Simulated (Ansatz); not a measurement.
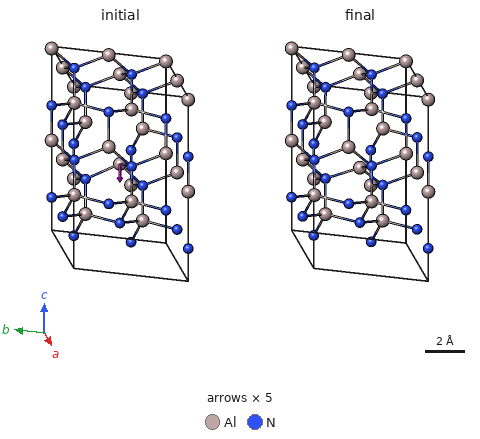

The structure of a defect cell of composition Al$_{16}$N$_{15}$ (cell charge +1) before (left) and after (right) a relaxation, at one scale. The purple arrows give the displacements, magnified 5 times.

Style: ball-and-stick. Shown: the cell of the calculation (origin shifted), from a free direction.

The calculation used Ansatz 0.2.0, DFT, PBE, plane-wave PAW, default files, scalar-relativistic.

The input:
```yaml
crystal:
  lattice:
    - [6.226, 0.0, 0.0]
    - [-3.113, 5.391874164, 0.0]
    - [0.0, 0.0, 9.962]
  atoms:
    - { symbol: Al, position: [0.1666666666, 0.3333333334, 0.0120457739], spin: 0.5 }
    - { symbol: Al, position: [0.1666666666, 0.3333333334, 0.5] }
    - { symbol: Al, position: [0.1666666666, 0.8333333334, 0.0] }
    - { symbol: Al, position: [0.1666666666, 0.8333333334, 0.5] }
    - { symbol: Al, position: [0.6666666666, 0.3333333334, 0.0] }
    - { symbol: Al, position: [0.6666666666, 0.3333333334, 0.5] }
    - { symbol: Al, position: [0.6666666666, 0.8333333334, 0.0] }
    - { symbol: Al, position: [0.6666666666, 0.8333333334, 0.5] }
    - { symbol: Al, position: [0.3333333334, 0.1666666666, 0.25], spin: 0.5 }
    - { symbol: Al, position: [0.3333333334, 0.1666666666, 0.75] }
    - { symbol: Al, position: [0.3333333334, 0.6666666666, 0.25], spin: 0.5 }
    - { symbol: Al, position: [0.3333333334, 0.6666666666, 0.75] }
    - { symbol: Al, position: [0.8333333334, 0.1666666666, 0.25], spin: 0.5 }
    - { symbol: Al, position: [0.8333333334, 0.1666666666, 0.75] }
    - { symbol: Al, position: [0.8333333334, 0.6666666666, 0.25] }
    - { symbol: Al, position: [0.8333333334, 0.6666666666, 0.75] }
    - { symbol: "N", position: [0.1666666666, 0.3333333334, 0.69] }
    - { symbol: "N", position: [0.1666666666, 0.8333333334, 0.19] }
    - { symbol: "N", position: [0.1666666666, 0.8333333334, 0.69] }
    - { symbol: "N", position: [0.6666666666, 0.3333333334, 0.19] }
    - { symbol: "N", position: [0.6666666666, 0.3333333334, 0.69] }
    - { symbol: "N", position: [0.6666666666, 0.8333333334, 0.19] }
    - { symbol: "N", position: [0.6666666666, 0.8333333334, 0.69] }
    - { symbol: "N", position: [0.3333333334, 0.1666666666, 0.44] }
    - { symbol: "N", position: [0.3333333334, 0.1666666666, 0.94] }
    - { symbol: "N", position: [0.3333333334, 0.6666666666, 0.44] }
    - { symbol: "N", position: [0.3333333334, 0.6666666666, 0.94] }
    - { symbol: "N", position: [0.8333333334, 0.1666666666, 0.44] }
    - { symbol: "N", position: [0.8333333334, 0.1666666666, 0.94] }
    - { symbol: "N", position: [0.8333333334, 0.6666666666, 0.44] }
    - { symbol: "N", position: [0.8333333334, 0.6666666666, 0.94] }
magnetization:
  spin_polarized: true
total_charge: 1
kpoints:
  mp_grid: { grid: [4, 4, 2] }
scf:
  occupations: { method: fermi_dirac, width: 0.01 }
hamiltonian:
  xc: pbe
  pseudopotentials: { kind: paw }
output:
  forces: true
  stress: true
  populations: true
  efg:
    quadrupole_moments_barn: { Al: 0.1466, "N": 0.02044 }
    contact_densities: true
relax:
  f_tol: 0.03
  max_steps: 40
```

Command:
```bash
ansatz run input.yaml --threads 4 --pin off --max-ram 8192MiB --backend cpu --events-out ev --progress --plain --runs-dir out
```

Q: What changed between the two?

A: Al1 moves most: 0.21 Å along −c. By element the largest moves are Al 0.21 Å, N 0.03 Å. The cell stays as it was. Among the contacts that change: Al1–N25 1.935 → 1.860 Å, Al10–N25 1.893 → 1.929 Å, Al3–N18 1.893 → 1.906 Å, Al16–N31 1.893 → 1.905 Å. Among the angles between lasting bonds that change: Al1–N27–Al12 111.8° → 104.9°, N25–Al1–N27 107.1° → 113.7°, Al1–N27–Al3 108.9° → 112.4°. The energy falls by 0.388 eV per cell of the calculation in 4 geometry steps. Largest force component: 2.4 eV/Å at the start, 0.0071 eV/Å at the end. The program noted that the starting moments weren't kept.

Limits of the set-up: the periodic images lie only 6.2 Å apart, so the values are limited by the cell's size; the cell is charged, on a uniform background, and energies carry no finite-size correction.
